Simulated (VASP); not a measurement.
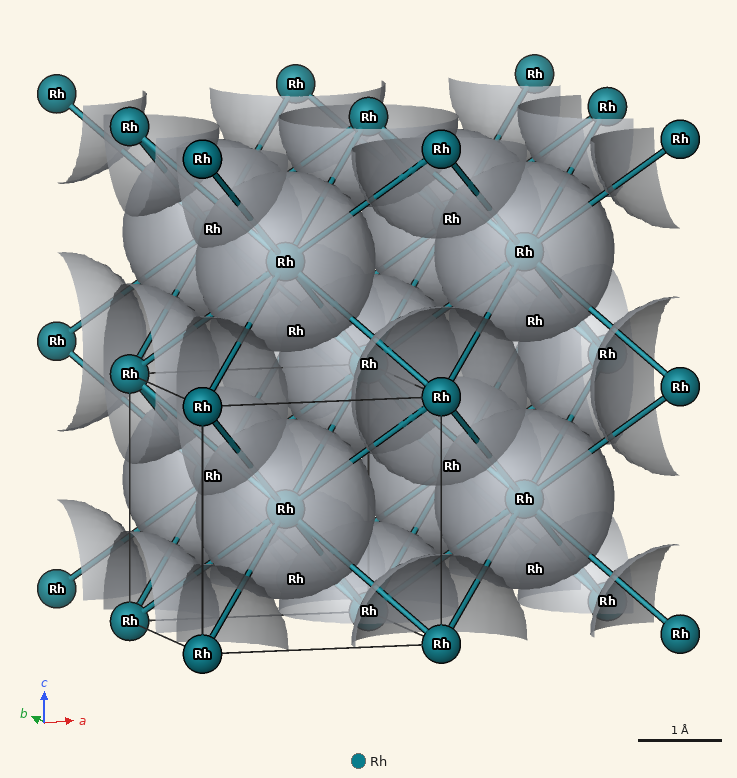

Figure 1: Rh. Isosurface of the valence pseudo-density at 0.5 e/Å³ (grey), seen slightly off an axis. Sticks mark near contacts.

Space group Im-3m; a generated structure, not necessarily the stable one; computed pressure about 14 GPa in this cell.

All numbers below come from Kohn-Sham DFT of a periodic cell, PBE, VASP PAW PBE potentials, recommended (VASP 6.6.1).

The density is the valence pseudo-density of a PAW calculation; it isn't the true density close to the nuclei.

```
Rh
1.0
     3.01606    0.00000    0.00000
     0.00000    3.01606    0.00000
     0.00000    0.00000    3.01606
Rh
2
Direct
  0.00000 0.00000 0.00000
  0.50000 0.50000 0.50000
```

How is the density connected at this value?

Answer. At this value the density breaks into separate islands; it holds about 80 % of the electrons treated as valence. It bridges none of the near contacts. It is pinched off along the shortest Rh–Rh (2.61 Å) contacts. On the grid the lowest density along these lines, outside the cores, is 0.4 e/Å³ (Rh–Rh, 2.61 Å).
